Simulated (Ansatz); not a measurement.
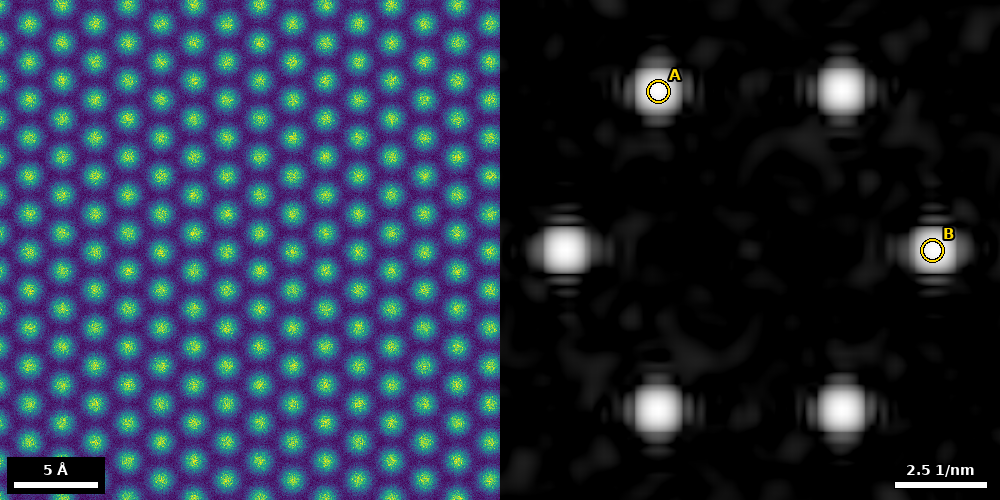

HAADF-like image of Ni (Im-3m, No. 229) along [111]. The image is simulated as a sum over atoms of Z^1.6, blurred by a 1.14 Å probe (no channelling). Shot noise was added. Model: the geometry given to an electronic-structure calculation, possibly off equilibrium; the starting structure was generated, so it need not be a known form of this composition.

The right panel is the modulus of the image's Fourier transform on a logarithmic scale.

a = 2.794 Å, b = 2.794 Å, c = 2.794 Å, α = 90.00°, β = 90.00°, γ = 90.00°

**Index the marked spots and give their plane spacings (the zone axis points at the viewer; indices equivalent by symmetry, or all signs reversed, are as good).**

A: (0 1 -1), d = 1.98 Å; B: (1 -1 0), d = 1.98 Å. A and B enclose 120°, and every spot obeys the zone law hu + kv + lw = 0 for [111].
